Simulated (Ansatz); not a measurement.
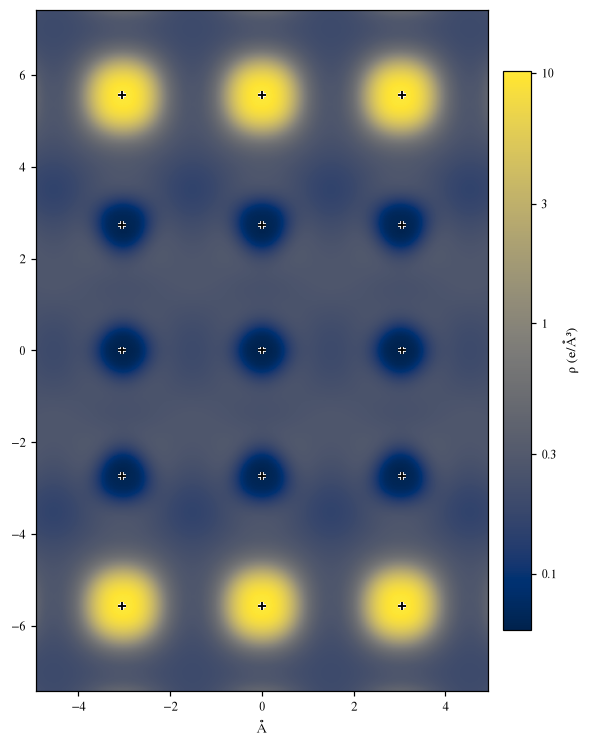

The valence charge density (pseudo) on a plane through atoms (crosses mark nuclei in the plane).

The calculation used DFT LDA, scalar-relativistic, plane waves, PAW (Ansatz).

Candidates:
A. SnO, a = 3.02 Å, b = 5.67 Å, c = 4.22 Å, α = 90.00°, β = 90.00°, γ = 90.00°. Space group Pmn2₁; a structure from a database of computed crystals, not necessarily the ambient phase; changed on purpose from its base cell (strain -0.1000 x Voigt [1, 0, 0, 0, 0, 0], atoms carried along); not relaxed (largest force 1.0 eV/Å); computed pressure about 6 GPa in this cell.
B. Al₃Ru₂, a = 3.05 Å, b = 3.05 Å, c = 14.13 Å, α = 90.00°, β = 90.00°, γ = 90.00°. Space group I4/mmm; a structure from a database of computed crystals, not necessarily the ambient phase; computed without spin polarisation.

Which system is this?

Answer. Candidate B: Al₃Ru₂ on the (100) plane of the conventional cell, which holds Al and Ru. Al–Al (2.74 Å): ρ is about 0.24 e/Å³ halfway.
